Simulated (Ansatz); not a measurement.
# Geometry relaxation, with input and output: Si$_{5}$C$_{4}$ (part 4 of 4)

Continued. System: Si$_{5}$C$_{4}$ (slab, 9 atoms in the cell). Method: DFT PBE, scalar-relativistic, plane waves, PAW, PAW set soft_1, spin-polarised (Ansatz 0.2.0); cutoff 420 eV, 9×9×1 k-mesh, Gaussian smearing of 0.05 eV, collinear spins. The structure derives from an entry of the Crystallography Open Database. The input holds or restrains some coordinates.

Geometry of the input (Å; fractional positions):
```
3.0920  0.0000  0.0000
-1.5460  2.6778  0.0000
0.0000  0.0000  23.7337
C  0.3333  0.6667  0.1685
Si 0.6667  0.3333  0.1951
C  0.6667  0.3333  0.2754
Si 0.3333  0.6667  0.3020
C  0.3333  0.6667  0.3836
Si 0.6667  0.3333  0.4086
C  0.6667  0.3333  0.4916
Si 0.3333  0.6667  0.5155
Si 0.5000  1.3333  0.6045
```

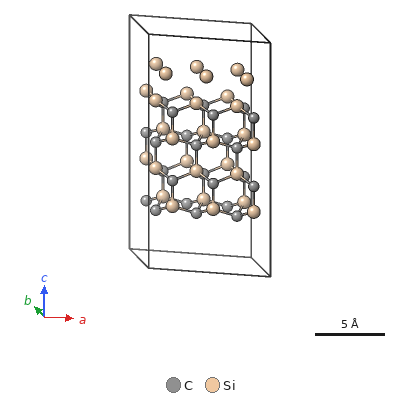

Fig. 1: The geometry at step 3 of the log (ball-and-stick view of the 3 × 2 repeat of the cell, with the vacuum cut short, seen slightly off an axis).

## Output, continued
```
Work function:   Φ+ = 4.8187 eV   Φ− = 5.7079 eV
Levels:          The Fermi level and band energies are counted from a zero that moves with the ramp; work functions are not
--- Per-component energies (eV) ---
  E_band       = -139.069480
  E_kinetic    = 560.432982
  E_local      = -14710.652155  (includes V_loc(G=0)·N_el)
  E_nonlocal   = 203.327219
  E_hartree    = 7159.990388
  E_xc         = -473.878121
  E_vxc        = -475.311324  (∫ρ·V_xc dr)
  E_paw        = -2956.262596  (= ΣΔE_a)
  E_vpaw       = -37.323745  (= ΣTr[D̂ρ^β])
  E_aug_tail   = 0.000257  (compensation charges beyond the density's cutoff)
  E_efield     = 0.000762  (sawtooth field / dipole correction)
  E_vefield    = 0.452275  (∫n·V_field dr)
  E_ewald      = 6036.944100
  E_smearing   = -0.002733  (= −TS)
  E_closure    = 0.000000  (closes the sum)
  Σ components = -4180.099896   (vs F -4180.099896, Δ=0.00e0)
--- Forces (eV/Å), atoms counted from 1 ---
  atom   1  C     -0.00035847    -0.00084764     2.52228317
  atom   2  Si     0.00201017     0.00260340    -2.86941995
  atom   3  C     -0.00080836     0.00428110     0.79555442
  atom   4  Si     0.00790192     0.00084005    -0.27110354
  atom   5  C      0.02332252     0.00100812    -0.46992725
  atom   6  Si     0.06792944     0.00857111     0.52329892
  atom   7  C      0.20549035     0.03028844    -1.63265991
  atom   8  Si     0.12310129    -0.13359385     1.40398578
  atom   9  Si    -0.42859465     0.08685164    -0.00200085
  max |Σ_I F_I| component: 1.08e-5 eV/Å
--- Band table (eV; the first three rows and the last of 82) ---
  k-point 0 ↑: bands = ["-13.7520", "-12.8904", "-11.7760", "-10.0973", "-7.5638", "-5.6417", "-3.5789", "-1.2389", "0.1346", "0.1415", "0.6219", "0.6290", "1.1030", "1.1134", "1.1845", "2.4732", "2.5813", "2.5815", "6.0486", "6.3221", "7.1152", "7.7493", "7.8243", "8.0291", "8.0909", "8.2245", "8.4876", "8.5132"]
  k-point 1 ↑: bands = ["-13.5420", "-12.6838", "-11.5765", "-9.8953", "-7.3452", "-5.4569", "-3.4382", "-1.2228", "-0.9101", "-0.2507", "-0.1727", "0.1752", "0.3623", "0.9027", "1.3388", "1.6306", "2.3473", "2.6716", "6.0362", "6.5917", "6.9970", "7.3467", "7.7573", "7.9377", "8.2190", "8.3923", "8.5516", "8.5696"]
  k-point 2 ↑: bands = ["-12.9233", "-12.0777", "-10.9966", "-9.3060", "-6.7163", "-4.9691", "-3.4429", "-2.7041", "-2.4062", "-1.5718", "-0.8402", "-0.7883", "-0.2120", "0.0089", "0.4158", "1.5902", "1.8294", "2.7905", "4.0823", "5.7173", "6.1571", "6.5427", "7.0243", "7.8180", "8.0340", "8.3744", "8.6855", "9.1377"]
  k-point 40 ↓: bands = ["-11.2576", "-10.5419", "-9.6813", "-8.3606", "-6.3609", "-5.7631", "-4.9398", "-4.4965", "-3.6824", "-2.9464", "-2.4460", "-1.8218", "-1.4756", "-0.9936", "-0.6157", "0.1639", "0.5222", "1.4199", "2.3937", "4.3967", "5.3136", "5.7391", "5.9455", "6.6412", "7.1067", "7.8542", "8.4032", "9.0757"]
--- Relaxed structure (4 steps of the walk, 4 accepted, 0 SCFs on fresh bases) ---
  F+E_penalty+E_count = -4180.09989646 eV   max|allowed force component| = 2.001e-3 eV/Å
  atoms:
    - { symbol: C, position: [0.3333333333, 0.6666666667, 0.1685364598] }
    - { symbol: Si, position: [0.6666666667, 0.3333333333, 0.1950726408] }
    - { symbol: C, position: [0.6666666667, 0.3333333333, 0.2754269373] }
    - { symbol: Si, position: [0.3333333333, 0.6666666667, 0.3019631184] }
    - { symbol: C, position: [0.3333333333, 0.6666666667, 0.3835939576] }
    - { symbol: Si, position: [0.6666666667, 0.3333333333, 0.4085742396] }
    - { symbol: C, position: [0.6666666667, 0.3333333333, 0.4915758428] }
    - { symbol: Si, position: [0.3333333333, 0.6666666667, 0.5154576781] }
    - { symbol: Si, position: [0.5, 1.3333333333, 0.6116503965222594] }
--- Löwdin populations: 9 sites ---
  site symbol       q [e]    m [muB]
     0      C      4.6506    -0.8029
     1     Si      3.0329     0.0355
     2      C      4.9252    -0.1105
     3     Si      2.9938    -0.0078
     4      C      4.9320    -0.0183
     5     Si      3.0005     0.0051
     6      C      4.9033    -0.0020
     7     Si      3.1938     0.0112
     8     Si      3.9532     0.0263
  spilling = 0.011523 (of n_electrons = 36.000000)
```

## File populations.tsv
```
# site	symbol	l	j	q_up	q_dn
# orbitals = lowdin
# n_electrons = 36.000000
# spilling = 0.011523
0	C	0_2S	-	0.586147	0.667337
0	C	1_2P	-	1.337673	2.059403
1	Si	0_3S	-	0.488667	0.478441
1	Si	1_3P	-	1.045532	1.020225
2	C	0_2S	-	0.575455	0.592948
2	C	1_2P	-	1.831853	1.924908
3	Si	0_3S	-	0.481007	0.483995
3	Si	1_3P	-	1.011992	1.016766
4	C	0_2S	-	0.575326	0.577514
4	C	1_2P	-	1.881505	1.897637
5	Si	0_3S	-	0.486015	0.484986
5	Si	1_3P	-	1.016782	1.012688
6	C	0_2S	-	0.586039	0.584238
6	C	1_2P	-	1.864593	1.868427
7	Si	0_3S	-	0.509913	0.507175
7	Si	1_3P	-	1.092626	1.084133
8	Si	0_3S	-	0.863195	0.862818
8	Si	1_3P	-	1.126579	1.100639
```

## Trajectory as extended XYZ (Å, eV, eV/Å), 4 frames, from step=1 to step=4
```
9
Lattice="3.0920 0.0000 0.0000 -1.5460 2.6778 0.0000 0.0000 0.0000 23.7337" Properties=species:S:1:pos:R:3:forces:R:3 step=1 energy=-4180.05510
C     0.0000    1.7852    4.0000    0.0000  -0.0006   2.5381
Si    1.5460    0.8926    4.6298    0.0011   0.0030  -2.9077
C     1.5460    0.8926    6.5369   -0.0023   0.0045   0.8590
Si    0.0000    1.7852    7.1667    0.0055   0.0016  -0.3480
C     0.0000    1.7852    9.1041    0.0229   0.0021  -0.3791
Si    1.5460    0.8926    9.6970    0.0568   0.0036   0.4145
C     1.5460    0.8926   11.6669    0.2455   0.0196  -1.8183
Si    0.0000    1.7852   12.2337    0.0198  -0.0668   1.0756
Si   -0.5153    3.5704   14.3466   -0.3492   0.0330   0.5656
9
Lattice="3.0920 0.0000 0.0000 -1.5460 2.6778 0.0000 0.0000 0.0000 23.7337" Properties=species:S:1:pos:R:3:forces:R:3 step=2 energy=-4180.09316
C     0.0000    1.7852    4.0000   -0.0002  -0.0007   2.5278
Si    1.5460    0.8926    4.6298    0.0017   0.0027  -2.8829
C     1.5460    0.8926    6.5369   -0.0014   0.0043   0.8184
Si    0.0000    1.7852    7.1667    0.0071   0.0011  -0.2979
C     0.0000    1.7852    9.1041    0.0235   0.0014  -0.4390
Si    1.5460    0.8926    9.6970    0.0644   0.0081   0.4838
C     1.5460    0.8926   11.6669    0.2214   0.0272  -1.7097
Si    0.0000    1.7852   12.2337    0.0927  -0.1089   1.2967
Si   -0.5153    3.5704   14.4475   -0.4089   0.0648   0.2027
9
Lattice="3.0920 0.0000 0.0000 -1.5460 2.6778 0.0000 0.0000 0.0000 23.7337" Properties=species:S:1:pos:R:3:forces:R:3 step=3 energy=-4180.09990
C     0.0000    1.7852    4.0000   -0.0004  -0.0008   2.5222
Si    1.5460    0.8926    4.6298    0.0020   0.0026  -2.8694
C     1.5460    0.8926    6.5369   -0.0008   0.0043   0.7954
Si    0.0000    1.7852    7.1667    0.0079   0.0008  -0.2711
C     0.0000    1.7852    9.1041    0.0233   0.0010  -0.4698
Si    1.5460    0.8926    9.6970    0.0679   0.0086   0.5233
C     1.5460    0.8926   11.6669    0.2055   0.0303  -1.6326
Si    0.0000    1.7852   12.2337    0.1231  -0.1336   1.4039
Si   -0.5153    3.5704   14.5168   -0.4286   0.0869  -0.0020
9
Lattice="3.0920 0.0000 0.0000 -1.5460 2.6778 0.0000 0.0000 0.0000 23.7337" Properties=species:S:1:pos:R:3:forces:R:3 step=4 energy=-4180.09990
C     0.0000    1.7852    4.0000   -0.0004  -0.0008   2.5223
Si    1.5460    0.8926    4.6298    0.0020   0.0026  -2.8694
C     1.5460    0.8926    6.5369   -0.0008   0.0043   0.7956
Si    0.0000    1.7852    7.1667    0.0079   0.0008  -0.2711
C     0.0000    1.7852    9.1041    0.0233   0.0010  -0.4699
Si    1.5460    0.8926    9.6970    0.0679   0.0086   0.5233
C     1.5460    0.8926   11.6669    0.2055   0.0303  -1.6327
Si    0.0000    1.7852   12.2337    0.1231  -0.1336   1.4040
Si   -0.5153    3.5704   14.5168   -0.4286   0.0869  -0.0020
```

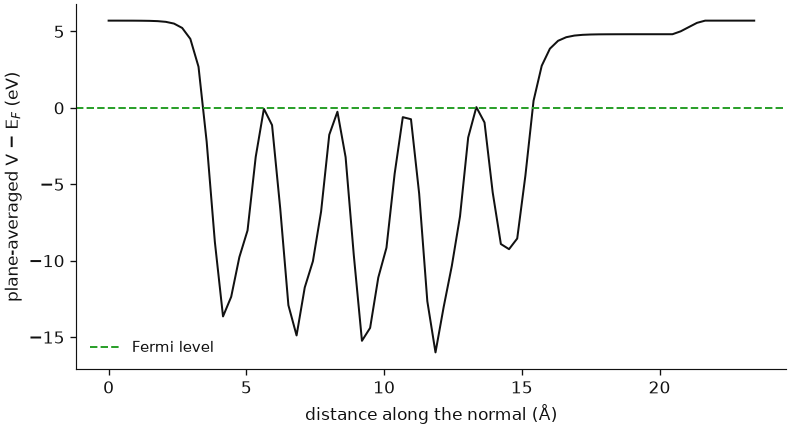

Fig. 2: Plane average of the electrostatic potential energy of an electron across the cell, from the Fermi level. The vacuum level lies 4.82 eV above the Fermi level on the upper side and 5.71 eV on the lower.

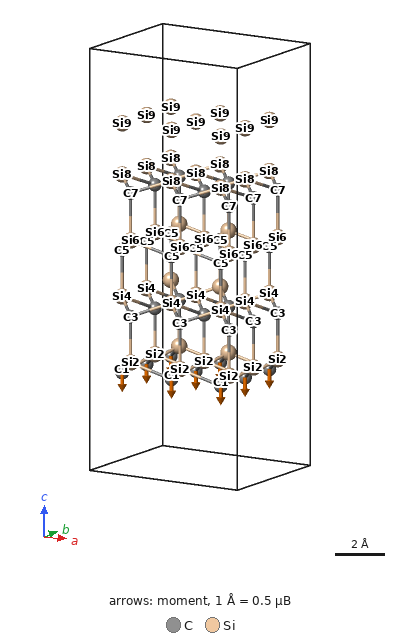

Fig. 3: Magnetic moments of the sites as orange arrows (ball-and-stick view of the 3 × 3 repeat of the cell, with the vacuum cut short, seen slightly off an axis; atoms are numbered from 1 in the order of the input); small moments hardly show. The run is collinear, so the axis drawn is arbitrary. Site moments: C1 (−0.41 μB); C3 (−0.07 μB). They are counted near the atoms and needn't add up to the moment of the cell.

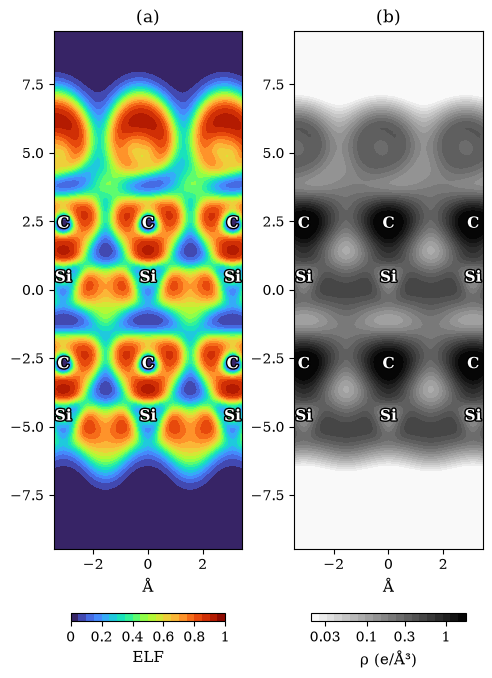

Fig. 4: (a) ELF; (b) valence pseudo-density on the (11̄0) plane of the calculation cell, a cut from vacuum to vacuum. The density dies away to nearly zero in the vacuum. The fields are those of the smooth PAW valence density.

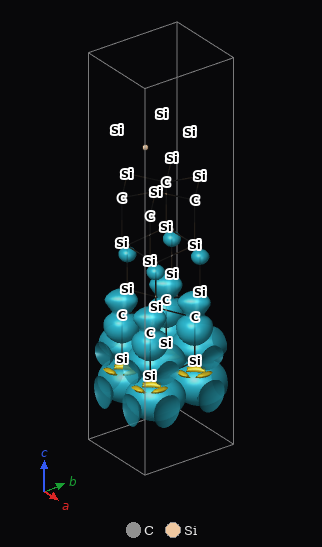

Fig. 5: Isosurfaces of the magnetisation density (up minus down) at +0.01 (yellow) and −0.01 e/Å³ (cyan), seen slightly off an axis. Sticks mark near contacts. The spin density sits on C: −0.4 μB in one cell of 9 atoms: a single local moment. The cell of the calculation (9 atoms) carries 0.9 μB net.

## Results in brief

| quantity | value |
| --- | --- |
| outcome | converged under the restraints of the input |
| electrons treated | 36 |
| free energy | −4180.0999 eV |
| work function, top face | 4.82 eV |
| work function, bottom face | 5.71 eV |
| Fermi energy | 2.667 eV |
| gap on the k-point mesh | none (metallic) |
| net moment of the cell | −0.88 μB |
| integrated absolute moment | 1.01 μB |
| final volume | 196.51 Å³ |
| work function (upper face) | 4.82 eV |
| largest force (length of the vector) at the end, held atoms and coordinates included | 2.869 eV/Å |
| hardware | 1 thread of Intel Xeon @ 2.50GHz (Skylake/Cascade Lake), 32 GiB of memory available, shared host |
| wall time | 4.8 min |
| peak memory | 0.73 GiB |

## Remarks

The program warns: the exchange-correlation potential is rough where the density is thin.
